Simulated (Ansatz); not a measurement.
SiC30 (cell with a defect)

Input

```
crystal:
  lattice:
    - [4.9310759918, 4.2682922365, 0.0]
    - [-4.9310759918, 4.2682922365, 0.0]
    - [0.0, 0.0, 6.7989838489]
  atoms:
    - { symbol: Si, position: [0.4166550898, 0.6666550898, 0.7499969814] }
    - { symbol: C, position: [0.9583449102, 0.9583449102, 0.7499969814] }
    - { symbol: C, position: [0.4583449102, 0.4583449102, 0.7499969814] }
    - { symbol: C, position: [0.8333449102, 0.5833449102, 0.7499969814] }
    - { symbol: C, position: [0.2083449102, 0.7083449102, 0.7499969814] }
    - { symbol: C, position: [0.3333449102, 0.0833449102, 0.7499969814] }
    - { symbol: C, position: [0.7083449102, 0.2083449102, 0.7499969814] }
    - { symbol: C, position: [0.0833449102, 0.3333449102, 0.7499969814] }
    - { symbol: C, position: [0.3333449102, 0.5833449102, 0.2500030186] }
    - { symbol: C, position: [0.7083449102, 0.7083449102, 0.2500030186] }
    - { symbol: C, position: [0.2083449102, 0.2083449102, 0.2500030186] }
    - { symbol: C, position: [0.5833449102, 0.3333449102, 0.2500030186] }
    - { symbol: C, position: [0.9583449102, 0.4583449102, 0.2500030186] }
    - { symbol: C, position: [0.0833449102, 0.8333449102, 0.2500030186] }
    - { symbol: C, position: [0.4583449102, 0.9583449102, 0.2500030186] }
    - { symbol: C, position: [0.8333449102, 0.0833449102, 0.2500030186] }
    - { symbol: C, position: [0.1666550898, 0.4166550898, 0.2500030186] }
    - { symbol: C, position: [0.5416550898, 0.5416550898, 0.2500030186] }
    - { symbol: C, position: [0.0416550898, 0.0416550898, 0.2500030186] }
    - { symbol: C, position: [0.4166550898, 0.1666550898, 0.2500030186] }
    - { symbol: C, position: [0.7916550898, 0.2916550898, 0.2500030186] }
    - { symbol: C, position: [0.9166550898, 0.6666550898, 0.2500030186] }
    - { symbol: C, position: [0.2916550898, 0.7916550898, 0.2500030186] }
    - { symbol: C, position: [0.6666550898, 0.9166550898, 0.2500030186] }
    - { symbol: C, position: [0.7916550898, 0.7916550898, 0.7499969814] }
    - { symbol: C, position: [0.2916550898, 0.2916550898, 0.7499969814] }
    - { symbol: C, position: [0.6666550898, 0.4166550898, 0.7499969814] }
    - { symbol: C, position: [0.0416550898, 0.5416550898, 0.7499969814] }
    - { symbol: C, position: [0.1666550898, 0.9166550898, 0.7499969814] }
    - { symbol: C, position: [0.5416550898, 0.0416550898, 0.7499969814] }
    - { symbol: C, position: [0.9166550898, 0.1666550898, 0.7499969814] }
basis:
  ecutwfc: 420
  xc_grid: 2
kpoints:
  mp_grid: { grid: [4, 4, 4], shift: [0.5, 0.5, 0.5] }
hamiltonian:
  xc: pbe
  dispersion: d3bj
scf:
  occupations: { method: gaussian, width: 0.1 }
output:
  forces: true
  stress: false
  eigenvalues: true
  write_density: true
  write_potential: true
  elf: true
  volumetric_format: npy
relax:
  adjacent_minimum: "off"
  f_tol: 0.02
  max_steps: 60
```

Run with:

```sh
ansatz run input.yaml --threads 4 --pin off --max-ram 10240MiB --backend cpu --events-out ev --progress --plain --runs-dir out
```

The fields are those of the run's last geometry, not of the input's.

Level of theory: DFT PBE+D3(BJ), scalar-relativistic, plane waves, PAW in Ansatz 0.2.0.

The density is the valence pseudo-density of a PAW calculation; it isn't the true density close to the nuclei.

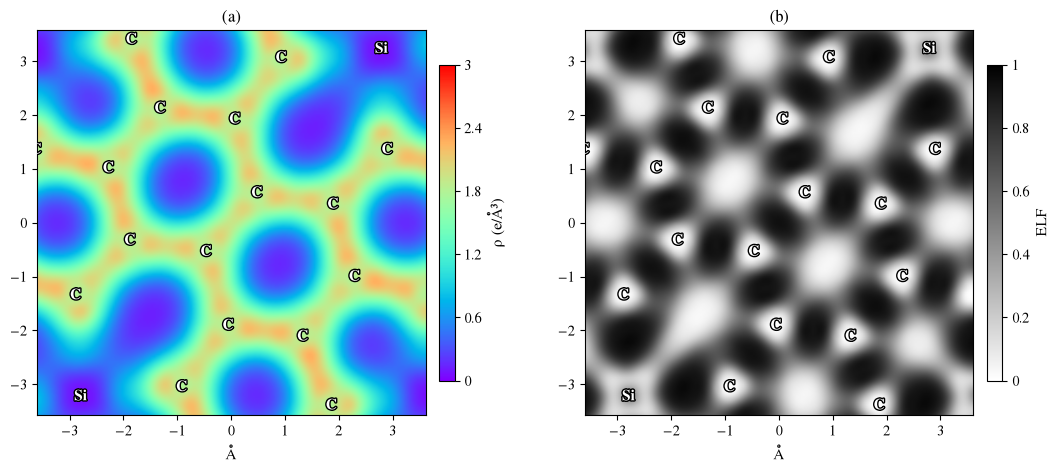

Figure 1. (a) valence charge density (pseudo); (b) ELF on the (001) plane of the calculation cell.

**Describe what can be read from this map.**

The section cuts through Si and C sites.
C–C (1.40 Å): ρ is about 2.1 e/Å³ halfway; the ELF peaks at about 0.95 between the atoms.
Si–C (1.88 Å): the density is about 0.95 e/Å³ at the midpoint; the ELF peaks at about 0.95 between the atoms.
C–C (1.43 Å): ρ at the midpoint is about 2 e/Å³; the ELF peaks at about 0.95 between the atoms.
C–C (1.47 Å): ρ at the midpoint is about 1.9 e/Å³; the ELF peaks at about 0.95 between the atoms.
Between the atoms the lowest density in this plane is 0.12 e/Å³.

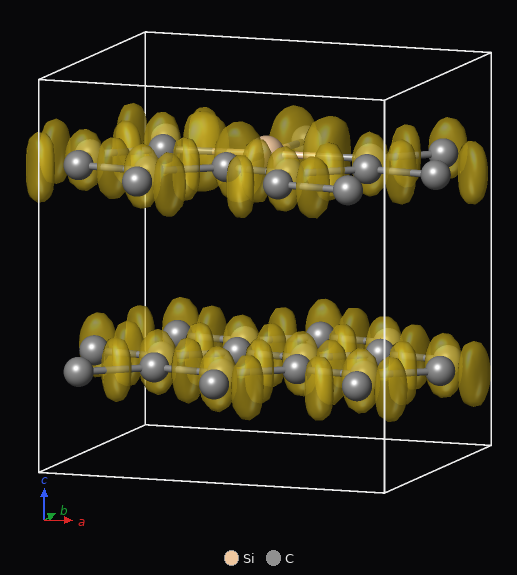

Figure 2. Isosurface of the electron localisation function at 0.85 (yellow), seen slightly off an axis. Only the valence region is drawn (cores and ρ < 0.01 e/Å³ removed). Sticks mark near contacts.

**What do the ELF domains correspond to?**

The surface consists of 43 regions between bonded C–C atoms and four regions between bonded C–Si atoms, counted in one cell of 31 atoms. Regions shared between cells count once.


C–C (1.39 Å): the ELF peaks at about 0.95 between the atoms.

**Does the calculation give a band gap?**

It is gapless in this calculation (a metal or semimetal).
